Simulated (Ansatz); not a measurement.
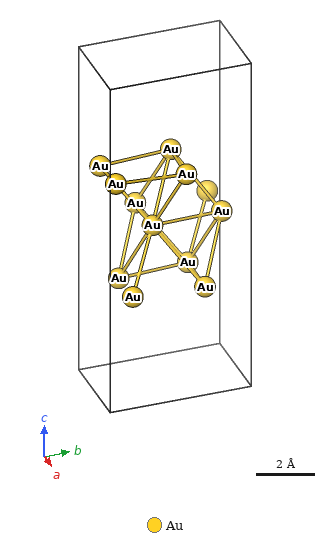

Fig. 1: The input geometry (ball-and-stick view of the cell of the calculation, with the vacuum cut short, seen slightly off an axis). An atom can appear more than once, as a periodic image.

**Single-point calculation, with input and output: Au (part 1 of 2)**

Au (slab, 12 atoms in the cell), computed with DFT PBE, scalar-relativistic, plane waves, PAW, no spin polarisation (Ansatz 0.2.0).

The structure derives from an entry of the Crystallography Open Database. It belongs to a series of runs on one base structure; here: the film alone at its places in the stack. Figures and captions count atoms from 1; the log counts them from 0 in places.

Input
```yaml
crystal:
  lattice:
    - [6.1520446487, 0.0, 0.0]
    - [-2.7846163105, 5.4857602356, 0.0]
    - [0.0, 0.0, 28.0535102511]
  atoms:
    - { symbol: Au, position: [0.2788311622, 0.2211688378, 0.572878864] }
    - { symbol: Au, position: [0.7929294883, 0.2070705117, 0.5777891905] }
    - { symbol: Au, position: [0.2929294883, 0.7070705117, 0.5777891905] }
    - { symbol: Au, position: [0.7788311622, 0.7211688378, 0.572878864] }
    - { symbol: Au, position: [0.1264901784, 0.3735098216, 0.6559885104] }
    - { symbol: Au, position: [0.6141623443, 0.3858376557, 0.6534013886] }
    - { symbol: Au, position: [0.1141623443, 0.8858376557, 0.6534013886] }
    - { symbol: Au, position: [0.6264901784, 0.8735098216, 0.6559885104] }
    - { symbol: Au, position: [0.9482271848, 0.5517728152, 0.7314582816] }
    - { symbol: Au, position: [0.4482470548, 0.5517529452, 0.7358212287] }
    - { symbol: Au, position: [0.9482470548, 0.0517529452, 0.7358212287] }
    - { symbol: Au, position: [0.4482271848, 0.0517728152, 0.7314582816] }
basis:
  ecutwfc: 420
kpoints:
  mp_grid: { grid: [7, 7, 1] }
hamiltonian:
  xc: pbe
scf:
  occupations: { method: gaussian, width: 0.1 }
output:
  forces: true
  stress: true
  eigenvalues: true
  write_density: true
  write_potential: true
  elf: true
  volumetric_format: npy
efield:
  axis: 3
  dipole_correction: true
  ramp_width: 0.04
```

Launched with:
```bash
ansatz run input.yaml --threads 8 --pin off --max-ram 20480MiB --backend cpu --events-out ev --progress --plain --runs-dir out
```

The program's output
```
Engine: ansatz 0.2.0, aarch64-unknown-linux-gnu
Pseudopotentials: kind: paw
Pseudopotential: Au, paw, valence charge 19, recommended cutoff 420 eV (normal), Au.paw.azcp
Functional definition: PBE
  parameter kappa = 0.804
  parameter beta = 0.06672455060314922
  exchange = pbe_x(kappa = kappa, mu = beta*pi^2/3)
  correlation = pbe_c(beta = beta)
Crystal: 12 atoms, lattice volume = 946.768 Å³
Basis set: ecut = 420 eV, 18543 PW (Γ), exchange–correlation on 90×90×384 points (8 copies of the dense FFT grid, shifted against one another)
Bands: 137, of which v1, the nominal top of the filled ones, is band 114 counted from 1 (113 counted from 0)
Symmetry: 4 space group operations
Space group: Pm (ITA 6), of the structure as read, at distance tolerance 9.8e-5 Å
k-points: 16 of 49 (time reversal used)
Non-local potential: Au, projectors of the file, l = 0: 3, l = 1: 2, l = 2: 2, l = 3: 1
PAW form: soft (Blöchl's): semilocal exchange-correlation on the pseudo side does not see the compensation charge
PAW one-centre angular grid: Au, 590 points (default); XC on 64 Gauss nodes
Initial density: superposition of atomic densities (neutral atoms: chi_scale 0, normalization atom), corrected by the library's trained network
Initial wavefunctions: pseudopotential atomic-orbital guess
Functional: x = pbe(κ = 0.804, μ = 0.2195149727645171), c = pbe(β = 0.06672455060314922)
SCF iter   1: F=—  HF=-157787.408595 eV  |F-HF|=—  |Δ(HF+E_count)|=         —  Δρ=1.85e-3  dr2=1.69e-1  ethr=1.77e-3  p=0.003 e·Å  D=4.80e-4 V/Å  ΔV_dip=-0.01 eV  dr2_dipole=3.34e-4  V_vac-E_F(+/−)=4.98/4.99 eV  ⟨swp⟩=8.1  Hψ=9213  notcnv=0  defer=63
efield: sawtooth ramp at fractional position 0.1344 (placed from the atoms, in the widest stretch of the axis that holds none; the zero of the levels goes with the place), width 0.0400; the density the first Hamiltonian is built on has a dipole p = 0.003 e·Å; the dipole correction subtracts the counter field D = 4.80e-4 V/Å, which shifts the + side's vacuum level by -0.01 eV against the − side's; the planar-averaged density in the ramp window peaks in size at 9.7e-7 e/Å³
preconditioner: auto → LDOS  [metal: Δε(μ)=0.077 eV  Ē_g=7.734 eV  σ=0.100 eV  W_gap=0.40  n_scr=154 (ndim 8)  ℏωp=13.9 eV  f_vac=0.708  D(μ)=5.20/eV (n_scr^D=8)  β→1.0]
SCF iter   2: F=—  HF=-157787.443675 eV  |F-HF|=—  |Δ(HF+E_count)|=   3.51e-2  Δρ=1.91e-3  dr2=9.95e-2  ethr=7.43e-5  p=0.000 e·Å  D=5.67e-5 V/Å  ΔV_dip=-0.00 eV  dr2_dipole=7.42e-7  V_vac-E_F(+/−)=5.16/5.17 eV  ⟨swp⟩=2.7  Hψ=4833  notcnv=0  defer=234
SCF iter   3: F=—  HF=-157787.423870 eV  |F-HF|=—  |Δ(HF+E_count)|=   1.98e-2  Δρ=4.16e-4  dr2=2.52e-3  ethr=4.36e-5  p=0.000 e·Å  D=7.07e-5 V/Å  ΔV_dip=-0.00 eV  dr2_dipole=2.07e-6  V_vac-E_F(+/−)=5.12/5.12 eV  ⟨swp⟩=2.2  Hψ=2967  notcnv=0  defer=234
SCF iter   4: F=—  HF=-157787.423712 eV  |F-HF|=—  |Δ(HF+E_count)|=   1.59e-4  Δρ=1.34e-4  dr2=1.87e-4  ethr=1.11e-6  p=0.000 e·Å  D=6.55e-5 V/Å  ΔV_dip=-0.00 eV  dr2_dipole=7.18e-7  V_vac-E_F(+/−)=5.12/5.12 eV  ⟨swp⟩=2.0  Hψ=3002  notcnv=0  defer=234
SCF iter   5: F=—  HF=-157787.423726 eV  |F-HF|=—  |Δ(HF+E_count)|=   1.47e-5  Δρ=3.05e-5  dr2=9.39e-6  ethr=8.22e-8  p=0.000 e·Å  D=5.05e-5 V/Å  ΔV_dip=-0.00 eV  dr2_dipole=1.79e-8  V_vac-E_F(+/−)=5.12/5.12 eV  ⟨swp⟩=2.7  Hψ=4042  notcnv=0  defer=234
SCF iter   6: F=—  HF=-157787.423738 eV  |F-HF|=—  |Δ(HF+E_count)|=   1.13e-5  Δρ=9.28e-6  dr2=6.71e-7  ethr=4.12e-9  p=0.000 e·Å  D=5.04e-5 V/Å  ΔV_dip=-0.00 eV  dr2_dipole=1.38e-9  V_vac-E_F(+/−)=5.12/5.12 eV  ⟨swp⟩=2.2  Hψ=3303  notcnv=0  defer=212
SCF iter   7: F=—  HF=-157787.423739 eV  |F-HF|=—  |Δ(HF+E_count)|=   1.12e-6  Δρ=4.20e-6  dr2=2.97e-7  ethr=4.39e-11  p=0.000 e·Å  D=5.01e-5 V/Å  ΔV_dip=-0.00 eV  dr2_dipole=4.89e-12  V_vac-E_F(+/−)=5.12/5.12 eV  ⟨swp⟩=25.1  Hψ=21197  notcnv=0
SCF iter   8: F=-157787.423739 eV  HF=-157787.423739 eV  |F-HF|=6.86e-8  |Δ(HF+E_count)|=   3.12e-8  Δρ=8.82e-7  dr2=7.53e-9  ethr=4.39e-11  p=0.000 e·Å  D=5.04e-5 V/Å  ΔV_dip=-0.00 eV  dr2_dipole=2.11e-13  V_vac-E_F(+/−)=5.12/5.12 eV  ⟨swp⟩=11.0  Hψ=16266  notcnv=0
SCF 1 converged in 8 iterations: F = -157787.423739 eV  dr2 = 7.53e-9
  greatest PAW one-centre occupation: 1.000 electrons in one spin orbital (limit 2), on the Au atom at site 6 (counted from 0), in its partial waves of l = 0
```

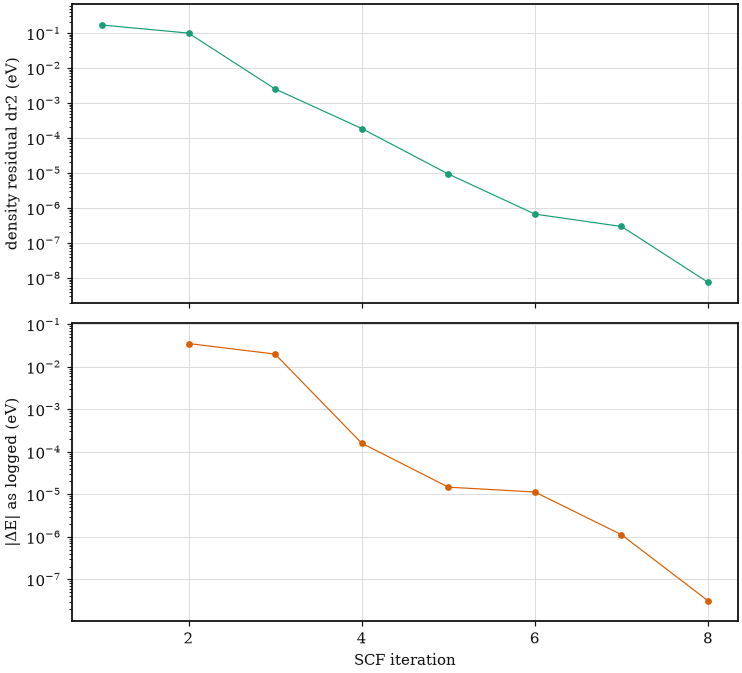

Fig. 2: Convergence of the self-consistent field: density residual dr2 and size of the energy change against the SCF iteration. The residual falls at every step.

```
WARN: The input density's exchange-correlation potential varies sharply where the density is thin. Do not read a vacuum level from v_tot or v_xc, or from such a field of the output density. On a cell that repeats whose density bears no net charge and no dipole along the vacuum's axis use v_es (v_loc + v_h of the components); under efield.dipole_correction with no amplitude use v_es + v_field, which holds any external_charges[].barrier, or the levels of the report's work_function block, which leave it out; under a non-zero efield.amplitude the vacuum is tilted and has no level; on a cell that repeats and bears such a dipole with no correction it is tilted too, and efield.dipole_correction with no amplitude gives each side of its ramp a level where efield: is served; in a cell that repeats whose density bears a net charge (total_charge, or a fill off its count) it is curved and has none; of a slab under crystal.periodic whose density bears no net charge use v_es, which has a level on each side, short of where the two are joined; of another it falls or rises all the way out and has none; of a slab beside external_charges read slab_vacuum_level instead, which it has where they leave it neutral. The grid or the basis barely resolves most such structure, and the values can differ between equally converged runs; as a rule a tighter scf.convergence.dr2_threshold does not remove it. Where the density itself ripples (under the LDA too) a higher basis.ecutwfc lessens it. The files hold the spikes' plane waves up to the density's cutoff. Files: v_tot and the like, and their columns of v_z.tsv (output.write_potential); v_xc and the like, and their columns of v_comp_z.tsv (output.write_potential_components); where files of the output density stand in their place, no point of their own thin density is over the threshold below, and this is of outcome.potential() and, of a run that writes arrays (npy), the arrays of these names. Measured: with its Gaussian average of σ = 0.25 Å subtracted twice, the exchange-correlation potential is over 0.1 eV at 2 of the grid points where the equally averaged density (valence and model cores) is under 1e-3 e/Å³, and 0.108 eV at the most among them, at an averaged density of 6.4e-8 e/Å³. See output.write_potential in the manual, Limitations
SCF converged after 8 iterations
Free energy (F): -157787.423739 eV
Harris-Foulkes:  -157787.423739 eV  (|F-HF|=6.86e-8)
Internal energy: -157787.401459 eV  (E = F + TS)
E sigma→0 (E₀):  -157787.412599 eV
Entropy (-TS):   -0.022280 eV (-1.857 meV/atom)
Fermi energy:    0.352813 eV
Dipole field:    D = 0.000051 V/Å  (p = 0.000265 e·Å, saw-weighted, corrected)
Work function:   Φ+ = 5.1223 eV   Φ− = 5.1237 eV
Levels:          The Fermi level and band energies are counted from a zero that moves with the ramp; work functions are not
--- Per-component energies (eV) ---
  E_band       = -6914.417823
  E_kinetic    = 7241.672723
  E_local      = -410536.131007  (includes V_loc(G=0)·N_el)
  E_nonlocal   = 898.065672
  E_hartree    = 201554.942895
  E_xc         = -2719.541499
  E_vxc        = -3279.224386  (∫ρ·V_xc dr)
  E_paw        = -116486.020469  (= ΣΔE_a)
  E_vpaw       = -4348.714115  (= ΣTr[D̂ρ^β])
  E_aug_tail   = 0.017346  (compensation charges beyond the density's cutoff)
  E_efield     = 0.000000  (sawtooth field / dipole correction)
  E_vefield    = -0.000067  (∫n·V_field dr)
  E_ewald      = 162259.592880
  E_smearing   = -0.022280  (= −TS)
  E_closure    = 0.000000  (closes the sum)
  Σ components = -157787.423739   (vs F -157787.423739, Δ=0.00e0)
--- Forces (eV/Å), atoms counted from 1 ---
  atom   1  Au     0.21646350    -0.13287590     0.17922928
  atom   2  Au    -0.12230634     0.07507763    -0.05041160
  atom   3  Au    -0.12230634     0.07507763    -0.05041160
  atom   4  Au     0.21646350    -0.13287590     0.17922928
  atom   5  Au    -0.19666935     0.12072528     0.07333953
  atom   6  Au     0.11863657    -0.07282493    -0.12019096
  atom   7  Au     0.11863657    -0.07282493    -0.12019096
  atom   8  Au    -0.19666935     0.12072528     0.07333953
  atom   9  Au    -0.03569955     0.02191413     0.04273903
  atom  10  Au     0.01957488    -0.01201602    -0.12470574
  atom  11  Au     0.01957488    -0.01201602    -0.12470574
  atom  12  Au    -0.03569955     0.02191413     0.04273903
  max |Σ_I F_I| component: 9.44e-7 eV/Å
--- Stress (GPa, compression-positive) ---
       -2.506713      -0.109615      -0.093661
       -0.109615      -2.617997       0.057493
       -0.093661       0.057493      -0.165030
  P = ⅓ Tr σ = -1.7632 GPa (-17.632 kbar)
--- Band table (eV; the first three rows and the last of 16) ---
```
